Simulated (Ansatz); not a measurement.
## Geometry relaxation of Hf8HO16 (part 1 of 4)

The run: geometry relaxation of Hf8HO16 (defect cell, 25 atoms in the cell). Method and program: DFT PBE, scalar-relativistic, plane waves, PAW, spin-polarised (Ansatz 0.2.0).

The structure derives from a Materials Project entry. It belongs to a series of runs on one base structure; here: H_i, charge +0, atoms relaxed at the host's cell.

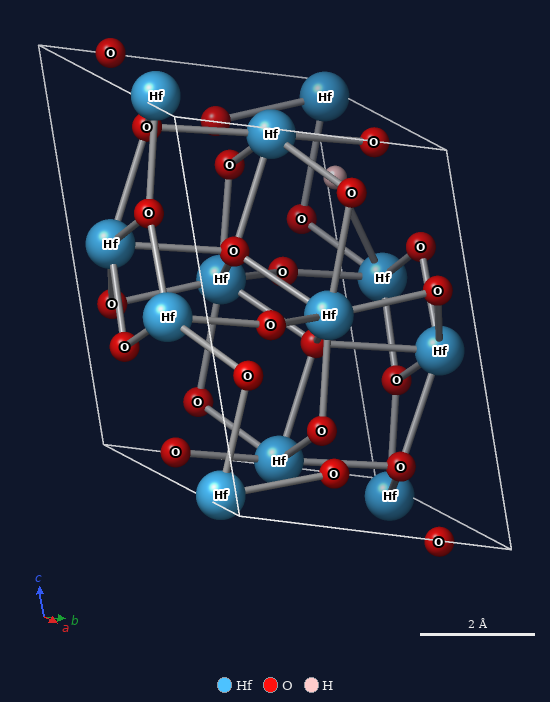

**Figure 1.** The starting structure (ball-and-stick view of the cell of the calculation, seen slightly off an axis).

Input
```yaml
crystal:
  lattice:
    - [-4.2678164926, 0.0, -5.2715617563]
    - [5.1609167906, 5.2121152801, -0.0053389574]
    - [5.1609167906, -5.2121152801, -0.0053389574]
  atoms:
    - { symbol: Hf, position: [0.2916270117, 0.0122122638, 0.5551490437] }
    - { symbol: Hf, position: [0.2916270117, 0.5122122638, 0.0551490437] }
    - { symbol: Hf, position: [0.2083729883, 0.4448509563, 0.4877877362] }
    - { symbol: Hf, position: [0.2083729883, 0.9448509563, 0.9877877362] }
    - { symbol: Hf, position: [0.7083729883, 0.4877877362, 0.9448509563] }
    - { symbol: Hf, position: [0.7083729883, 0.9877877362, 0.4448509563] }
    - { symbol: Hf, position: [0.7842726584, 0.0429538696, 0.0171592757], spin: 0.167 }
    - { symbol: Hf, position: [0.7916270117, 0.5551490437, 0.5122122638] }
    - { symbol: O, position: [0.0233531331, 0.1076614915, 0.3648748622] }
    - { symbol: O, position: [0.0233531331, 0.6076614915, 0.8648748622] }
    - { symbol: O, position: [0.4766468669, 0.1351251378, 0.8923385085] }
    - { symbol: O, position: [0.4766468669, 0.6351251378, 0.3923385085] }
    - { symbol: O, position: [0.9766468669, 0.3923385085, 0.1351251378] }
    - { symbol: O, position: [0.9766468669, 0.8923385085, 0.6351251378] }
    - { symbol: O, position: [0.5233531331, 0.3648748622, 0.6076614915] }
    - { symbol: O, position: [0.5173040531, 0.8605065501, 0.1096331159], spin: 0.167 }
    - { symbol: O, position: [0.6483876112, 0.0089415714, 0.6954217561], spin: 0.167 }
    - { symbol: O, position: [0.6515820661, 0.5236752837, 0.195027379] }
    - { symbol: O, position: [0.8484179339, 0.804972621, 0.9763247163] }
    - { symbol: O, position: [0.8484179339, 0.304972621, 0.4763247163] }
    - { symbol: O, position: [0.3507561094, 0.4807923809, 0.8036833173], spin: 0.167 }
    - { symbol: O, position: [0.3484179339, 0.9763247163, 0.304972621] }
    - { symbol: O, position: [0.1647282044, 0.7021935245, 0.520911297], spin: 0.167 }
    - { symbol: O, position: [0.1515820661, 0.195027379, 0.0236752837] }
    - { symbol: H, position: [0.4699340771, 0.8131986739, 0.8209307875], spin: 0.167 }
  host:
    lattice:
      - [5.1609167906, 0.0, -0.0053389574]
      - [0.0, 5.2121152801, 0.0]
      - [-0.893100298, 0.0, 5.2769007137]
    atoms:
      - { symbol: Hf, position: [0.2757342958, 0.4570632201, 0.7083729883] }
      - { symbol: Hf, position: [0.7242657042, 0.9570632201, 0.7916270117] }
      - { symbol: Hf, position: [0.7242657042, 0.5429367799, 0.2916270117] }
      - { symbol: Hf, position: [0.2757342958, 0.0429367799, 0.2083729883] }
      - { symbol: O, position: [0.4491832205, 0.7427866293, 0.9766468669] }
      - { symbol: O, position: [0.5508167795, 0.2427866293, 0.5233531331] }
      - { symbol: O, position: [0.5508167795, 0.2572133707, 0.0233531331] }
      - { symbol: O, position: [0.4491832205, 0.7572133707, 0.4766468669] }
      - { symbol: O, position: [0.0671205966, 0.3286479047, 0.3484179339] }
      - { symbol: O, position: [0.9328794034, 0.8286479047, 0.1515820661] }
      - { symbol: O, position: [0.9328794034, 0.6713520953, 0.6515820661] }
      - { symbol: O, position: [0.0671205966, 0.1713520953, 0.8484179339] }
basis:
  ecutwfc: 420
  xc_grid: 2
kpoints:
  mp_grid: { grid: [2, 2, 2], shift: [0.5, 0.5, 0.5] }
hamiltonian:
  xc: pbe
scf:
  occupations: { method: gaussian, width: 0.02 }
  lower_state_search: "off"
output:
  forces: true
  stress: false
  eigenvalues: true
  populations: true
  charged_corrections:
    defect_position: [0.45833333, 0.8125, 0.8125]
    epsilon: [[21.7109, 0.0, 1.5798], [0.0, 19.8712, 0.0], [1.5798, 0.0, 16.4012]]
  write_density: true
  write_potential: true
  elf: true
  volumetric_format: npy
magnetization:
  spin_polarized: true
relax:
  adjacent_minimum: "off"
  f_tol: 0.03
  max_steps: 40
```

Hardware: 8 threads of Arm Neoverse V2, 24 GiB of memory available, shared host.

Command:
```bash
ansatz run input.yaml --threads 8 --pin off --max-ram 16384MiB --backend cpu --events-out ev --progress --plain --runs-dir out
```

Log
```
Engine: ansatz 0.2.0, aarch64-unknown-linux-gnu
Pseudopotentials: kind: paw
Pseudopotential: Hf, paw, valence charge 26, recommended cutoff 420 eV (normal), Hf.paw.azcp
Pseudopotential: O, paw, valence charge 6, recommended cutoff 420 eV (normal), O.paw.azcp
Pseudopotential: H, paw, valence charge 1, recommended cutoff 420 eV (normal), H.paw.azcp
Functional definition: PBE
  parameter kappa = 0.804
  parameter beta = 0.06672455060314922
  exchange = pbe_x(kappa = kappa, mu = beta*pi^2/3)
  correlation = pbe_c(beta = beta)
Crystal: 25 atoms, lattice volume = 283.840 Å³
Basis set: ecut = 420 eV, 5549 PW (Γ), exchange–correlation on 96×100×100 points (8 copies of the dense FFT grid, shifted against one another)
Bands: 184, of which v1, the nominal top of the filled ones, is band 153 counted from 1 (152 counted from 0)
Symmetry: 1 space group operations
Space group: P1 (ITA 1), of the structure as read, at distance tolerance 6.6e-5 Å
Magnetic group: BNS 1.1 (UNI 1), of the structure as read, at distance tolerance 6.6e-5 Å
k-points: 4 of 8 (time reversal used)
Non-local potential: Hf, projectors of the file, l = 0: 3, l = 1: 2, l = 2: 2, l = 3: 3
Non-local potential: O, projectors of the file, l = 0: 2, l = 1: 2, l = 2: 1
Non-local potential: H, projectors of the file, l = 0: 2, l = 1: 1
PAW form: soft (Blöchl's): semilocal exchange-correlation on the pseudo side does not see the compensation charge
PAW one-centre angular grid: Hf, 590 points (default); XC on 64 Gauss nodes
PAW one-centre angular grid: O, 110 points (default); XC on 64 Gauss nodes
PAW one-centre angular grid: H, 110 points (default); XC on 64 Gauss nodes
Initial density: superposition of atomic densities (chi_scale 0.1, normalization cell, long waves kept (reshape's long-wave potential 0.03 eV rms))
Starting moments: Σ|m| = 1.002 μB on 6 of 25 sites
Initial wavefunctions: pseudopotential atomic-orbital guess
Functional: x = pbe(κ = 0.804, μ = 0.2195149727645171), c = pbe(β = 0.06672455060314922)
SCF iter   1: F=—  HF=-134911.401282 eV  |F-HF|=—  |Δ(HF+E_count)|=         —  Δρ=4.39e-2 (↑4.36e-2 ↓4.39e-2)  dr2=1.88e1  dr2_m=1.48e-1  M=1.000 μB ∫|m|=1.038 μB  β_m=0.30  ethr=3.10e-3  ⟨swp⟩=6.0  Hψ=4393  notcnv=0  defer=114
preconditioner: auto → Resta (q_TF=auto, 2.761 Å⁻¹)  ε∞=5.0  [insulator: Δε(μ)=0.229 eV  Ē_g=18.757 eV  σ=0.020 eV  W_gap=1.00  n_scr=104 (ndim 8)  ℏωp=37.5 eV  f_vac=0.010  D(μ)=0.00/eV (n_scr^D=0)  ε∞_Penn≈5.0]
spin=Collinear: Resta preconditioning applied to the charge; magnetization (m = ρ↑ − ρ↓) channel mixes plain (no charge-response kernel on spin).
SCF iter   2: F=—  HF=-134908.141298 eV  |F-HF|=—  |Δ(HF+E_count)|=    3.26e0  Δρ=2.77e-2 (↑2.77e-2 ↓2.76e-2)  dr2=7.53e0  dr2_m=1.03e-1  M=1.000 μB ∫|m|=1.040 μB  β_m=0.30  ethr=3.10e-3  ⟨swp⟩=3.0  Hψ=2896  notcnv=0  defer=206
SCF iter   3: F=—  HF=-134906.429240 eV  |F-HF|=—  |Δ(HF+E_count)|=    1.71e0  Δρ=1.30e-2 (↑1.30e-2 ↓1.29e-2)  dr2=1.71e0  dr2_m=7.01e-2  M=1.000 μB ∫|m|=1.043 μB  β_m=0.30  ethr=2.47e-3  ⟨swp⟩=2.2  Hψ=1704  notcnv=0  defer=206
SCF iter   4: F=—  HF=-134906.117791 eV  |F-HF|=—  |Δ(HF+E_count)|=   3.11e-1  Δρ=6.07e-3 (↑6.07e-3 ↓5.65e-3)  dr2=1.62e-1  dr2_m=4.26e-2  M=1.000 μB ∫|m|=1.041 μB  β_m=0.30  ethr=5.61e-4  ⟨swp⟩=3.2  Hψ=2562  notcnv=0  defer=206
SCF iter   5: F=—  HF=-134906.208678 eV  |F-HF|=—  |Δ(HF+E_count)|=   9.09e-2  Δρ=4.49e-3 (↑4.49e-3 ↓4.14e-3)  dr2=6.88e-2  dr2_m=2.46e-2  M=1.000 μB ∫|m|=1.042 μB  β_m=0.30  ethr=5.32e-5  ⟨swp⟩=2.0  Hψ=2802  notcnv=0  defer=207
SCF iter   6: F=—  HF=-134906.238948 eV  |F-HF|=—  |Δ(HF+E_count)|=   3.03e-2  Δρ=2.62e-3 (↑2.62e-3 ↓2.59e-3)  dr2=1.04e-2  dr2_m=1.41e-2  M=1.000 μB ∫|m|=1.043 μB  β_m=0.30  ethr=2.26e-5  ⟨swp⟩=3.0  Hψ=2612  notcnv=0  defer=210
SCF iter   7: F=—  HF=-134906.252566 eV  |F-HF|=—  |Δ(HF+E_count)|=   1.36e-2  Δρ=2.00e-3 (↑1.79e-3 ↓2.00e-3)  dr2=1.81e-3  dr2_m=8.66e-3  M=1.000 μB ∫|m|=1.043 μB  β_m=0.30  ethr=3.42e-6  ⟨swp⟩=2.0  Hψ=2676  notcnv=0  defer=211
Mixer restart at iter 7: flushing history
spin-set hold released at iteration 7 (site moments contracting): the magnetisation degrees of freedom join the quasi-Newton model from the next iteration; the mixer history was flushed
SCF iter   8: F=—  HF=-134906.261701 eV  |F-HF|=—  |Δ(HF+E_count)|=   9.14e-3  Δρ=1.60e-3 (↑1.37e-3 ↓1.60e-3)  dr2=1.51e-3  dr2_m=5.25e-3  M=1.000 μB ∫|m|=1.044 μB  β_m=0.65  ethr=5.94e-7  ⟨swp⟩=2.0  Hψ=2566  notcnv=0  defer=211
SCF iter   9: F=—  HF=-134906.276195 eV  |F-HF|=—  |Δ(HF+E_count)|=   1.45e-2  Δρ=2.65e-4 (↑2.08e-4 ↓2.65e-4)  dr2=4.84e-4  dr2_m=6.84e-5  M=1.000 μB ∫|m|=1.045 μB  β_m=0.79  ethr=4.95e-7  ⟨swp⟩=3.0  Hψ=2913  notcnv=0  defer=211
SCF iter  10: F=—  HF=-134906.276334 eV  |F-HF|=—  |Δ(HF+E_count)|=   1.39e-4  Δρ=1.25e-4 (↑1.25e-4 ↓1.20e-4)  dr2=1.51e-4  dr2_m=3.26e-6  M=1.000 μB ∫|m|=1.045 μB  β_m=0.67  ethr=1.59e-7  ⟨swp⟩=2.5  Hψ=2632  notcnv=0  defer=210
iter 11 did not close the SCF: its close was put off for a magnetic moment that had not settled (scf_convergence_deferred on its scf_iter line)
SCF iter  11: F=-134906.276251 eV  HF=-134906.276241 eV  |F-HF|=1.03e-5  |Δ(HF+E_count)|=   9.30e-5  Δρ=6.27e-5 (↑6.27e-5 ↓5.02e-5)  dr2=2.08e-5  dr2_m=2.61e-6  M=1.000 μB ∫|m|=1.044 μB  β_m=0.83  ethr=7.38e-9  ⟨swp⟩=17.8  Hψ=15714  notcnv=0
SCF iter  12: F=-134906.276255 eV  HF=-134906.276255 eV  |F-HF|=9.49e-7  |Δ(HF+E_count)|=   1.47e-5  Δρ=2.12e-5 (↑2.12e-5 ↓1.88e-5)  dr2=4.25e-6  dr2_m=5.27e-8  M=1.000 μB ∫|m|=1.044 μB  ethr=6.81e-9  ⟨swp⟩=8.6  Hψ=11783  notcnv=0
SCF 1 converged in 12 iterations: F = -134906.276255 eV  dr2 = 4.25e-6
  greatest PAW one-centre occupation: 0.999 electrons in one spin orbital (limit 2), on the Hf atom at site 2 (counted from 0), in its partial waves of l = 0
relax step   1: F+E_penalty+E_count = -134906.27625451 eV  Δ(F+E_penalty+E_count) = +0.000e0 eV  max|allowed force component| = 1.384e0 eV/Å  Δτ_max = 0.0000 Å  (12 SCF iters, dr2 threshold 2.25e-5 eV, accepted)
Initial density: handed on by an earlier stage of this run
Starting moments: Σ|m| = 1.002 μB on 6 of 25 sites; this step starts from the density that it was given
Initial wavefunctions: those handed on with the density
iter 1 solved again at ethr=6.24e-5 eV; its pass at ethr=3.10e-3 eV (dr2=1.90e-1 eV) is discarded
SCF iter   1: F=—  HF=-134906.569567 eV  |F-HF|=—  |Δ(HF+E_count)|=         —  Δρ=7.11e-3 (↑7.11e-3 ↓5.94e-3)  dr2=1.89e-1  dr2_m=4.20e-2  M=1.000 μB ∫|m|=1.050 μB  β_m=0.30  ethr=6.24e-5  ⟨swp⟩=2.0  Hψ=4423  notcnv=0  defer=214
preconditioner: auto → Resta (q_TF=auto, 2.761 Å⁻¹)  ε∞=5.3  [insulator: Δε(μ)=1.420 eV  Ē_g=17.979 eV  σ=0.020 eV  W_gap=1.00  n_scr=104 (ndim 8)  ℏωp=37.5 eV  f_vac=0.070  D(μ)=0.00/eV (n_scr^D=0)  ε∞_Penn≈5.3]
spin=Collinear: Resta preconditioning applied to the charge; magnetization (m = ρ↑ − ρ↓) channel mixes plain (no charge-response kernel on spin).
SCF iter   2: F=—  HF=-134906.574592 eV  |F-HF|=—  |Δ(HF+E_count)|=   5.02e-3  Δρ=5.16e-3 (↑5.16e-3 ↓4.05e-3)  dr2=8.41e-2  dr2_m=2.24e-2  M=1.000 μB ∫|m|=1.050 μB  β_m=0.61  ethr=6.19e-5  ⟨swp⟩=2.6  Hψ=1611  notcnv=0  defer=214
SCF iter   3: F=—  HF=-134906.597420 eV  |F-HF|=—  |Δ(HF+E_count)|=   2.28e-2  Δρ=1.11e-3 (↑1.11e-3 ↓9.67e-4)  dr2=7.81e-3  dr2_m=6.17e-4  M=1.000 μB ∫|m|=1.051 μB  β_m=0.59  ethr=2.76e-5  ⟨swp⟩=3.5  Hψ=2487  notcnv=0  defer=214
SCF iter   4: F=—  HF=-134906.597124 eV  |F-HF|=—  |Δ(HF+E_count)|=   2.96e-4  Δρ=2.99e-4 (↑2.99e-4 ↓2.51e-4)  dr2=7.77e-4  dr2_m=1.26e-5  M=1.000 μB ∫|m|=1.052 μB  β_m=0.72  ethr=2.56e-6  ⟨swp⟩=2.0  Hψ=2654  notcnv=0  defer=214
iter 5 did not close the SCF: its close was put off for a magnetic moment that had not settled (scf_convergence_deferred on its scf_iter line)
SCF iter   5: F=-134906.597134 eV  HF=-134906.597189 eV  |F-HF|=5.49e-5  |Δ(HF+E_count)|=   6.54e-5  Δρ=9.38e-5 (↑8.23e-5 ↓9.38e-5)  dr2=9.17e-5  dr2_m=1.88e-6  M=1.000 μB ∫|m|=1.053 μB  β_m=0.70  ethr=3.28e-8  ⟨swp⟩=15.9  Hψ=14913  notcnv=0
iter 6 did not close the SCF: its close was put off for a magnetic moment that had not settled (scf_convergence_deferred on its scf_iter line)
SCF iter   6: F=-134906.597188 eV  HF=-134906.597191 eV  |F-HF|=3.30e-6  |Δ(HF+E_count)|=   1.67e-6  Δρ=4.92e-5 (↑4.55e-5 ↓4.92e-5)  dr2=2.18e-5  dr2_m=1.19e-6  M=1.000 μB ∫|m|=1.053 μB  β_m=0.71  ethr=3.01e-8  ⟨swp⟩=12.4  Hψ=14764  notcnv=0
SCF iter   7: F=-134906.597200 eV  HF=-134906.597199 eV  |F-HF|=1.25e-6  |Δ(HF+E_count)|=   8.09e-6  Δρ=1.73e-5 (↑1.73e-5 ↓1.59e-5)  dr2=2.89e-6  dr2_m=1.53e-7  M=1.000 μB ∫|m|=1.053 μB  ethr=7.14e-9  ⟨swp⟩=9.1  Hψ=12244  notcnv=0
SCF 2 converged in 7 iterations: F = -134906.597200 eV  dr2 = 2.89e-6
[... from here on the iterations of each SCF are left out, up to the last one ...]
relax step   2: F+E_penalty+E_count = -134906.59720030 eV  Δ(F+E_penalty+E_count) = -3.209e-1 eV  max|allowed force component| = 3.299e-1 eV/Å  Δτ_max = 0.1932 Å  (7 SCF iters, dr2 threshold 1.00e-4 eV, accepted)
preconditioner: auto → Resta (q_TF=auto, 2.761 Å⁻¹)  ε∞=5.3  [insulator: Δε(μ)=1.434 eV  Ē_g=17.988 eV  σ=0.020 eV  W_gap=1.00  n_scr=104 (ndim 8)  ℏωp=37.5 eV  f_vac=0.071  D(μ)=0.00/eV (n_scr^D=0)  ε∞_Penn≈5.3]
spin=Collinear: Resta preconditioning applied to the charge; magnetization (m = ρ↑ − ρ↓) channel mixes plain (no charge-response kernel on spin).
SCF 3 converged in 6 iterations: F = -134906.647306 eV  dr2 = 2.14e-6
relax step   3: F+E_penalty+E_count = -134906.64730628 eV  Δ(F+E_penalty+E_count) = -5.011e-2 eV  max|allowed force component| = 2.174e-1 eV/Å  Δτ_max = 0.0559 Å  (6 SCF iters, dr2 threshold 6.80e-6 eV, accepted)
preconditioner: auto → Resta (q_TF=auto, 2.761 Å⁻¹)  ε∞=5.3  [insulator: Δε(μ)=1.432 eV  Ē_g=17.986 eV  σ=0.020 eV  W_gap=1.00  n_scr=104 (ndim 8)  ℏωp=37.5 eV  f_vac=0.070  D(μ)=0.00/eV (n_scr^D=0)  ε∞_Penn≈5.3]
spin=Collinear: Resta preconditioning applied to the charge; magnetization (m = ρ↑ − ρ↓) channel mixes plain (no charge-response kernel on spin).
SCF 4 converged in 6 iterations: F = -134906.656360 eV  dr2 = 4.06e-7
relax step   4: F+E_penalty+E_count = -134906.65636021 eV  Δ(F+E_penalty+E_count) = -9.054e-3 eV  max|allowed force component| = 1.335e-1 eV/Å  Δτ_max = 0.0334 Å  (6 SCF iters, dr2 threshold 2.95e-6 eV, accepted)
preconditioner: auto → Resta (q_TF=auto, 2.761 Å⁻¹)  ε∞=5.3  [insulator: Δε(μ)=1.434 eV  Ē_g=17.987 eV  σ=0.020 eV  W_gap=1.00  n_scr=104 (ndim 8)  ℏωp=37.5 eV  f_vac=0.070  D(μ)=0.00/eV (n_scr^D=0)  ε∞_Penn≈5.3]
spin=Collinear: Resta preconditioning applied to the charge; magnetization (m = ρ↑ − ρ↓) channel mixes plain (no charge-response kernel on spin).
SCF 5 converged in 5 iterations: F = -134906.660284 eV  dr2 = 9.42e-7
relax step   5: F+E_penalty+E_count = -134906.66028392 eV  Δ(F+E_penalty+E_count) = -3.924e-3 eV  max|allowed force component| = 5.242e-2 eV/Å  Δτ_max = 0.0231 Å  (5 SCF iters, dr2 threshold 6.72e-6 eV, accepted)
preconditioner: auto → Resta (q_TF=auto, 2.761 Å⁻¹)  ε∞=5.3  [insulator: Δε(μ)=1.424 eV  Ē_g=17.987 eV  σ=0.020 eV  W_gap=1.00  n_scr=104 (ndim 8)  ℏωp=37.5 eV  f_vac=0.070  D(μ)=0.00/eV (n_scr^D=0)  ε∞_Penn≈5.3]
spin=Collinear: Resta preconditioning applied to the charge; magnetization (m = ρ↑ − ρ↓) channel mixes plain (no charge-response kernel on spin).
SCF 6 converged in 8 iterations: F = -134906.661771 eV  dr2 = 2.70e-8
```
